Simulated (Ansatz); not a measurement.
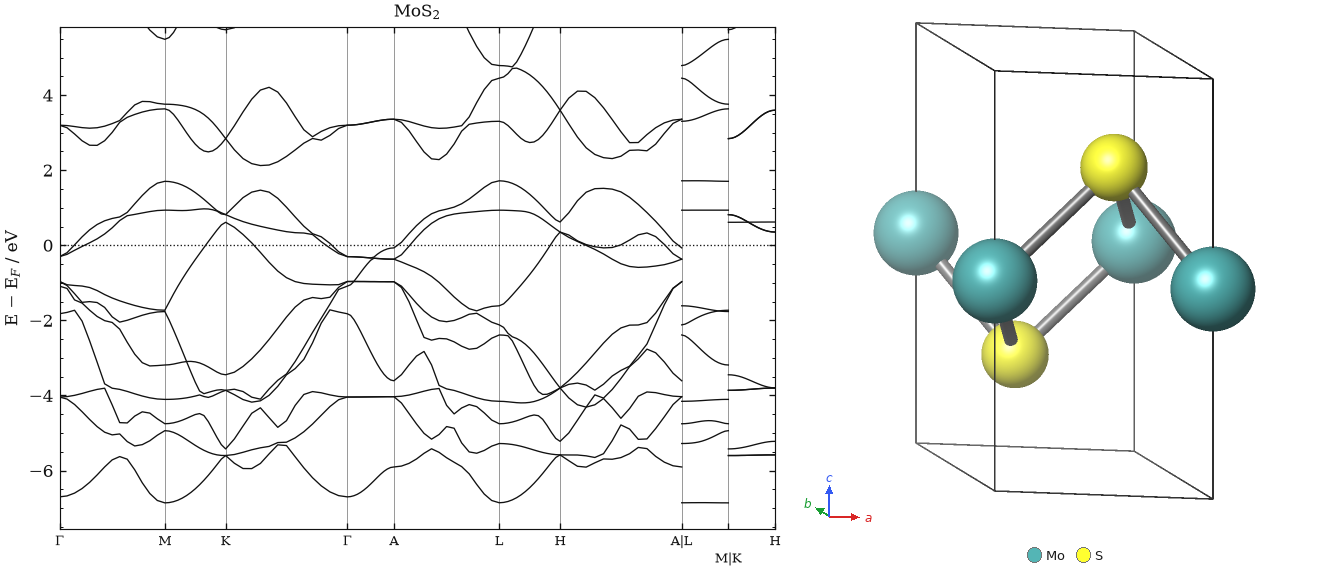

Band structure, beside the structure. Energies are counted from the Fermi level.

The material is CdI2-type MoS₂, space group P-3m1 (No. 164), 3 atoms in the cell; a = 3.227 Å, c = 6.312 Å (hexagonal axes).

Ansatz 0.2.0; PBEsol, Ansatz PAW, no spin polarisation, no spin-orbit coupling, 8×8×4 k mesh, 420 eV cutoff, Fermi-Dirac smearing of 0.05 eV.

**Is there a gap at the Fermi level?**

A metal: 3 bands cross the Fermi level along this path.

**Which levels at A lie nearest to the Fermi level?**

At A the nearest levels lie 0.07 eV below and 3.36 eV above the Fermi level.

Spin-orbit coupling is left out, which matters for Mo. The PAW data sets were made with another functional. The k mesh is thin for a metal, so its Fermi level is uncertain. The cell is at −3 GPa in this functional. Most measured crystals of this composition in the Crystallography Open Database have another space group (No. 194).
